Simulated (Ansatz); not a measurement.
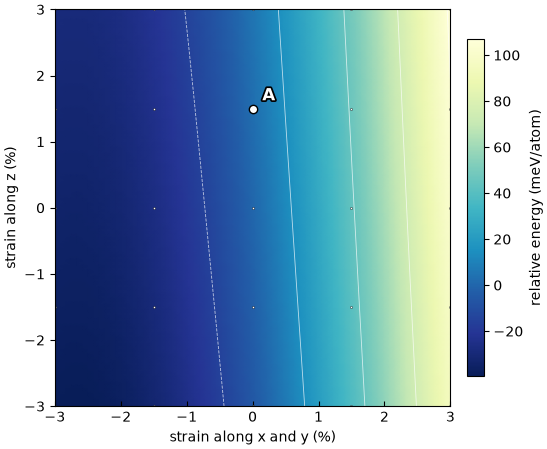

ZnO (P6_3/mmc, No. 194; 4 atoms in the cell). The cell is strained homogeneously, by one strain along x and y and another along z, with fractional coordinates fixed (x along [1 0 0], z along [0 0 1] of the conventional cell). Coordinates scanned: (1) strain along x and y; (2) strain along z. Grid: 5 × 5 points. Points are written as (first, second). Energies are in meV/atom, from the unstrained cell. The reference cell is the one listed in the database, not relaxed at this level. These are results of DFT LDA, scalar-relativistic, plane waves, PAW in Ansatz 0.2.0, not measurements. Settings: cutoff 420 eV, k-mesh 9×9×4 in the order of the run's cell vectors, gaussian smearing 0.05 eV, no spin polarisation.

Drawn: a smooth colour map with a few white contour lines, dots at the grid points, the point A. Between grid points the surface is interpolated.

> Is A at rest? If not, where is it pushed?

A, at (0.0 %, 1.5 %), is not a stationary point. The computed force is 24 meV/atom for each 1 % towards smaller values of strain along x and y and 1.8 meV/atom for each 1 % towards smaller values of strain along z.
